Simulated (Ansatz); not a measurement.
Run report: LiNbO3, nudged elastic band (part 3 of 3)

LiNbO3 (10 atoms in the cell); DFT PBE, scalar-relativistic, plane waves, PAW, no spin polarisation (Ansatz 0.2.0); cutoff 420 eV, 6×6×6 k-mesh, Gaussian smearing of 0.05 eV. The structure derives from an entry of the Crystallography Open Database. It belongs to a series of runs on one base structure; here: band between the two distorted minima.

Geometry of the input (Å; fractional positions):
```
2.6116  1.5078  4.5983
-2.6116  1.5078  4.5983
0.0000  -3.0156  4.5983
Li 0.2156  0.2156  0.2156
Li 0.7156  0.7156  0.7156
Nb -0.0044  -0.0044  -0.0044
Nb 0.4956  0.4956  0.4956
O  0.1389  0.3840  0.7748
O  0.7748  0.1389  0.3840
O  0.3840  0.7748  0.1389
O  0.8840  0.6389  0.2748
O  0.2748  0.8840  0.6389
O  0.6389  0.2748  0.8840
```

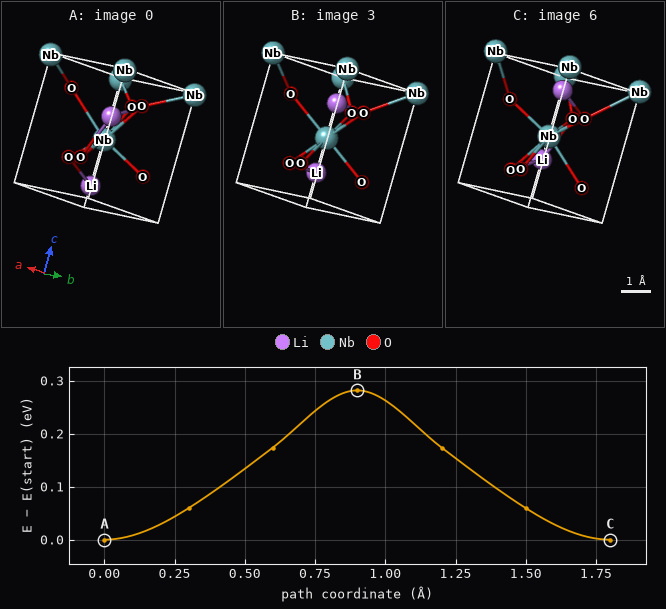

*Images of the last band (counted from 0; ball-and-stick, reduced simulation cell, seen at an oblique angle) above the energy along the path; the line is a cubic interpolation that uses the forces.*

The highest image is number 3, 0.282 eV above the start and 0.282 eV above the end (the climbing image); start and end have the same energy. The path is 1.80 Å long, and Li1 moves most (0.95 Å). The band converged in 5 iterations.

```
SCF converged after 2 iterations
Free energy (F): -12929.182777 eV
Harris-Foulkes:  -12929.182777 eV  (|F-HF|=1.86e-8)
Internal energy: -12929.182777 eV  (E = F + TS)
E sigma→0 (E₀):  -12929.182777 eV
Fermi energy:    8.415085 eV
--- Per-component energies (eV) ---
  E_band       = -539.518106
  E_kinetic    = 1882.421583
  E_local      = -4331.973670  (includes V_loc(G=0)·N_el)
  E_nonlocal   = 448.273189
  E_hartree    = 1465.927915
  E_xc         = -817.013841
  E_vxc        = -1020.402268  (∫ρ·V_xc dr)
  E_paw        = -7133.207593  (= ΣΔE_a)
  E_vpaw       = -449.702189  (= ΣTr[D̂ρ^β])
  E_aug_tail   = 0.014547  (compensation charges beyond the density's cutoff)
  E_ewald      = -4443.624907
  E_smearing   = -0.000000  (= −TS)
  E_closure    = -0.000000  (closes the sum)
  Σ components = -12929.182777   (vs F -12929.182777, Δ=0.00e0)
--- Forces (eV/Å), atoms counted from 1 ---
  atom   1  Li     0.00000055     0.00000055    -0.00000542
  atom   2  Li    -0.00000073    -0.00000081     0.00000536
  atom   3  Nb     0.00000135     0.00000165     0.00000088
  atom   4  Nb    -0.00000247     0.00000010    -0.00000082
  atom   5  O     -0.00002571    -0.00032239    -0.00024973
  atom   6  O      0.00029419     0.00013531    -0.00024863
  atom   7  O     -0.00026626     0.00018378    -0.00024804
  atom   8  O      0.00002657     0.00032261     0.00024983
  atom   9  O     -0.00029385    -0.00013614     0.00024843
  atom  10  O      0.00026636    -0.00018465     0.00024813
  max |Σ_I F_I| component: 9.16e-9 eV/Å
--- Band table (eV; the first three rows and the last of 112) ---
  k-point 0: bands = ["-47.3231", "-47.3095", "-35.7479", "-35.7462", "-23.5493", "-23.5493", "-23.5300", "-23.3906", "-23.3906", "-23.3495", "-9.8565", "-9.3309", "-9.3309", "-8.1525", "-8.1439", "-8.1439", "2.3323", "2.3323", "2.7007", "2.8406", "2.8406", "3.7336", "4.9273", "4.9273", "5.4941", "5.8431", "6.4069", "6.6849", "6.6849", "6.9118", "6.9118", "6.9593", "6.9593", "7.0903", "9.7156", "9.7156", "9.8838", "11.7808", "11.7808", "12.7313", "14.1593", "14.4721", "14.4721", "17.9449"]
  k-point 1: bands = ["-47.3222", "-47.3104", "-35.7478", "-35.7463", "-23.5396", "-23.5391", "-23.5183", "-23.4021", "-23.4017", "-23.3620", "-9.7523", "-9.2642", "-9.2604", "-8.2677", "-8.2397", "-8.2351", "2.5239", "2.5484", "2.8716", "2.9536", "2.9736", "3.7512", "4.7477", "4.8724", "5.2581", "5.7206", "6.1675", "6.3245", "6.5244", "6.7385", "6.8045", "6.8651", "7.0291", "7.1011", "9.9741", "10.0382", "10.1795", "11.8815", "11.8868", "12.5281", "14.4201", "14.5168", "14.5297", "17.5553"]
  k-point 2: bands = ["-47.3197", "-47.3129", "-35.7475", "-35.7466", "-23.5126", "-23.5110", "-23.4861", "-23.4331", "-23.4317", "-23.3958", "-9.4630", "-9.0823", "-9.0641", "-8.5903", "-8.4705", "-8.4692", "3.0270", "3.0441", "3.2583", "3.3561", "3.4530", "3.8525", "4.3223", "4.5798", "4.6382", "5.2487", "5.3713", "5.4702", "6.4390", "6.7442", "6.8004", "6.8039", "7.0315", "7.0458", "10.5889", "10.6352", "10.8173", "11.8020", "11.8230", "12.0388", "14.6777", "14.9367", "15.3400", "16.8037"]
  k-point 111: bands = ["-47.3164", "-47.3162", "-35.7471", "-35.7471", "-23.4714", "-23.4714", "-23.4713", "-23.4713", "-23.4429", "-23.4428", "-9.0609", "-9.0608", "-8.7739", "-8.7739", "-8.7739", "-8.7739", "3.5241", "3.5241", "3.5241", "3.5241", "3.9889", "3.9890", "4.3395", "4.3395", "4.3396", "4.3396", "4.7827", "4.7827", "6.5668", "6.5669", "6.8636", "6.8636", "6.8636", "6.8636", "11.3079", "11.3081", "11.5620", "11.5620", "11.5622", "11.5622", "15.7111", "15.7111", "15.7114", "15.7114"]
this run last wrote the band of iteration 5 to [file]
--- NEB band (7 images, 5 band iterations, 159 SCF iterations) ---
  forward barrier  = 0.281647 eV
  backward barrier = 0.281647 eV
  lagrangian_above_aufbau_ev (what the smearing adds, to first order; not taken off the barriers): saddle image -0.000000 eV, end points -0.000000 and -0.000000 eV
  climbing image's point = of an order that was not read
  energies are F+E_penalty+E_count in eV, relative to image 0
  image     s (Å)  Δ vs image 0  max|band force component| (eV/Å)
      0    0.0000      0.000000                                 —
      1    0.2999      0.059465                          1.369e-2
      2    0.6000      0.173838                          1.574e-2
  *   3    0.9001      0.281647                          3.226e-4
      4    1.2002      0.173838                          1.580e-2
      5    1.5003      0.059465                          1.369e-2
      6    1.8002      0.000000                                 —
  climbing-image geometry (image 3):
  cell:  # Å, volume = 108.6386 Å³
    - [2.6115578418, 1.507783623, 4.5982666595]
    - [-2.6115578418, 1.507783623, 4.5982666595]
    - [0.0, -3.0155672459, 4.5982666595]
  atoms:
    - { symbol: Li, position: [0.24999986996635104, 0.24999937145487303, 0.24999967157967004] }
    - { symbol: Li, position: [0.7500001489313947, 0.750000639371321, 0.7500003352807109] }
    - { symbol: Nb, position: [-3.487975908582456e-8, 1.3805700866907321e-8, 7.449486032851591e-9] }
    - { symbol: Nb, position: [0.5000000042082414, 0.5000000060774812, 0.4999999845660986] }
    - { symbol: O, position: [0.13038278589458013, 0.36961979401242934, 0.7499987473386105] }
    - { symbol: O, position: [0.7499987731620471, 0.1303827616081361, 0.36961979131649697] }
    - { symbol: O, position: [0.3696198658719766, 0.7499987056529811, 0.13038271948556596] }
    - { symbol: O, position: [0.8696172072752119, 0.6303801992913238, 0.2500012611068463] }
    - { symbol: O, position: [0.25000123637500493, 0.869617231943545, 0.6303802040884465] }
    - { symbol: O, position: [0.6303801430949515, 0.2500012766822088, 0.8696172776880682] }
```

The last band as extended XYZ (Å, eV, eV/Å)
```
10
Lattice="2.6116 1.5078 4.5983 -2.6116 1.5078 4.5983 0.0000 -3.0156 4.5983" Properties=species:S:1:pos:R:3:forces:R:3 image=0 energy=-12929.46442
Li    0.0000    0.0000    2.9740    0.0000   0.0000  -0.0016
Li    0.0000    0.0000    9.8714    0.0000   0.0000  -0.0016
Nb    0.0000    0.0000   -0.0613    0.0000   0.0000   0.0002
Nb    0.0000    0.0000    6.8361    0.0000   0.0000   0.0002
O    -0.6399   -1.5479    5.9670   -0.0017   0.0011   0.0005
O     1.6605    0.2198    5.9670   -0.0001  -0.0021   0.0005
O    -1.0206    1.3281    5.9670    0.0018   0.0010   0.0005
O     0.6399    1.4677    8.2661    0.0017   0.0011   0.0005
O    -1.5910   -0.1797    8.2661   -0.0018   0.0010   0.0005
O     0.9511   -1.2880    8.2661    0.0001  -0.0021   0.0005
10
Lattice="2.6116 1.5078 4.5983 -2.6116 1.5078 4.5983 0.0000 -3.0156 4.5983" Properties=species:S:1:pos:R:3:forces:R:3 image=1 energy=-12929.40496
Li    0.0000    0.0000    3.1510    0.0000   0.0000  -0.2014
Li    0.0000    0.0000   10.0484    0.0000   0.0000  -0.2014
Nb    0.0000    0.0000   -0.0839    0.0000   0.0000  -0.0173
Nb    0.0000    0.0000    6.8135    0.0000   0.0001  -0.0172
O    -0.6401   -1.5319    5.9020   -0.0142  -0.0127   0.0725
O     1.6467    0.2116    5.9020    0.0181  -0.0060   0.0725
O    -1.0066    1.3203    5.9020   -0.0039   0.0186   0.0725
O     0.6401    1.4837    8.2011    0.0141  -0.0118   0.0732
O    -1.6050   -0.1875    8.2011    0.0032   0.0181   0.0732
O     0.9648   -1.2962    8.2011   -0.0173  -0.0063   0.0732
10
Lattice="2.6116 1.5078 4.5983 -2.6116 1.5078 4.5983 0.0000 -3.0156 4.5983" Properties=species:S:1:pos:R:3:forces:R:3 image=2 energy=-12929.29059
Li    0.0000    0.0000    3.3240    0.0000   0.0000  -0.1929
Li    0.0000    0.0000   10.2214    0.0000   0.0000  -0.1929
Nb    0.0000    0.0000   -0.0888    0.0000   0.0000  -0.1371
Nb    0.0000    0.0000    6.8086    0.0000   0.0000  -0.1369
O    -0.6336   -1.5156    5.8325   -0.0260  -0.0034   0.1097
O     1.6294    0.2090    5.8325    0.0160  -0.0208   0.1097
O    -0.9957    1.3065    5.8325    0.0100   0.0242   0.1097
O     0.6336    1.5000    8.1316    0.0259  -0.0026   0.1103
O    -1.6158   -0.2012    8.1316   -0.0107   0.0237   0.1103
O     0.9822   -1.2987    8.1316   -0.0152  -0.0212   0.1103
10
Lattice="2.6116 1.5078 4.5983 -2.6116 1.5078 4.5983 0.0000 -3.0156 4.5983" Properties=species:S:1:pos:R:3:forces:R:3 image=3 energy=-12929.18278
Li    0.0000    0.0000    3.4487    0.0000   0.0000   0.0000
Li    0.0000    0.0000   10.3461    0.0000   0.0000   0.0000
Nb    0.0000    0.0000    0.0000    0.0000   0.0000   0.0000
Nb    0.0000    0.0000    6.8974    0.0000   0.0000   0.0000
O    -0.6248   -1.5078    5.7478    0.0000  -0.0003  -0.0003
O     1.6182    0.2128    5.7478    0.0003   0.0001  -0.0002
O    -0.9934    1.2950    5.7478   -0.0003   0.0002  -0.0002
O     0.6248    1.5078    8.0470    0.0000   0.0003   0.0003
O    -1.6182   -0.2128    8.0470   -0.0003  -0.0001   0.0002
O     0.9934   -1.2950    8.0470    0.0003  -0.0002   0.0002
10
Lattice="2.6116 1.5078 4.5983 -2.6116 1.5078 4.5983 0.0000 -3.0156 4.5983" Properties=species:S:1:pos:R:3:forces:R:3 image=4 energy=-12929.29059
Li    0.0000    0.0000    3.5734    0.0000   0.0000   0.1929
Li    0.0000    0.0000   10.4708    0.0000   0.0000   0.1929
Nb    0.0000    0.0000    0.0888    0.0000   0.0000   0.1371
Nb    0.0000    0.0000    6.9862    0.0000   0.0000   0.1369
O    -0.6336   -1.5000    5.6632   -0.0259   0.0024  -0.1104
O     1.6158    0.2012    5.6632    0.0109  -0.0237  -0.1104
O    -0.9822    1.2987    5.6632    0.0151   0.0212  -0.1104
O     0.6336    1.5156    7.9623    0.0260   0.0036  -0.1096
O    -1.6294   -0.2090    7.9623   -0.0161   0.0208  -0.1096
O     0.9957   -1.3065    7.9623   -0.0099  -0.0243  -0.1096
10
Lattice="2.6116 1.5078 4.5983 -2.6116 1.5078 4.5983 0.0000 -3.0156 4.5983" Properties=species:S:1:pos:R:3:forces:R:3 image=5 energy=-12929.40496
Li    0.0000    0.0000    3.7464    0.0000   0.0000   0.2014
Li    0.0000    0.0000   10.6438    0.0000   0.0000   0.2014
Nb    0.0000    0.0000    0.0839    0.0000   0.0000   0.0173
Nb    0.0000    0.0000    6.9813    0.0000   0.0000   0.0173
O    -0.6401   -1.4837    5.5937   -0.0141   0.0122  -0.0729
O     1.6050    0.1875    5.5937   -0.0035  -0.0183  -0.0729
O    -0.9648    1.2962    5.5937    0.0176   0.0062  -0.0729
O     0.6401    1.5319    7.8928    0.0141   0.0123  -0.0728
O    -1.6467   -0.2116    7.8928   -0.0177   0.0061  -0.0728
O     1.0066   -1.3203    7.8928    0.0036  -0.0184  -0.0728
10
Lattice="2.6116 1.5078 4.5983 -2.6116 1.5078 4.5983 0.0000 -3.0156 4.5983" Properties=species:S:1:pos:R:3:forces:R:3 image=6 energy=-12929.46442
Li    0.0000    0.0000    3.9234    0.0000   0.0000   0.0016
Li    0.0000    0.0000   10.8208    0.0000   0.0000   0.0016
Nb    0.0000    0.0000    0.0613    0.0000   0.0000  -0.0002
Nb    0.0000    0.0000    6.9587    0.0000   0.0000  -0.0002
O    -0.6399   -1.4677    5.5287   -0.0017  -0.0011  -0.0005
O     1.5910    0.1797    5.5287    0.0018  -0.0010  -0.0005
O    -0.9511    1.2880    5.5287   -0.0001   0.0021  -0.0005
O     0.6399    1.5479    7.8278    0.0017  -0.0011  -0.0005
O    -1.6605   -0.2198    7.8278    0.0001   0.0021  -0.0005
O     1.0206   -1.3281    7.8278   -0.0018  -0.0010  -0.0005
```

Summary

| quantity | value |
| --- | --- |
| outcome | converged |
| barrier, forward | 0.282 eV |
| barrier, backward | 0.282 eV |
| space group of the start (tolerance 0.01 Å) | R3c (161) |
| electrons treated | 68 |
| wall time | 9.8 min (CPU time 17 min) |
| peak memory | 1.9 GiB |

The order of the saddle point was not checked.
